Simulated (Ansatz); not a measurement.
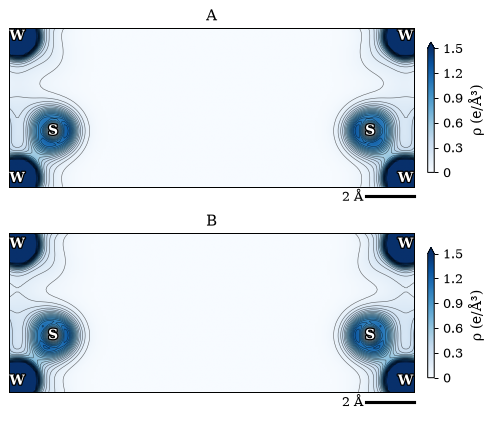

WS₂. The valence pseudo-density of two cells that differ in size and shape, on the (110) plane of each (indices in the axes of the calculation cell), at one length scale and on one colour scale; one has 51.5 and the other 55.5 Å³ an atom.

All numbers below come from DFT LDA, scalar-relativistic, plane waves, PAW (Ansatz).

The density is the valence pseudo-density of a PAW calculation; it isn't the true density close to the nuclei.

The larger cell:

```
W S
1.0
     3.43820    0.00000    0.00000
    -1.71910    2.97757    0.00000
     0.00000    0.00000   16.27255
W S
1 2
Direct
  0.33333 0.66667 0.00000
  0.66667 0.33333 0.90800
  0.66667 0.33333 0.09200
```

The smaller cell: a = 3.311 Å, b = 3.311 Å, c = 16.273 Å, α = 90.00°, β = 90.00°, γ = 120.00°.

Which is the denser cell? Describe the effect of the change.

Panel B is the smaller cell, by 7 % in volume. From the larger cell to the smaller, W–S goes from 2.49 to 2.43 Å, and the density at its midpoint from 0.56 to 0.61 e/Å³; the pressure goes from −6 to −3.7 GPa; the Kohn–Sham gap goes from 0.27 eV to 0.68 eV.
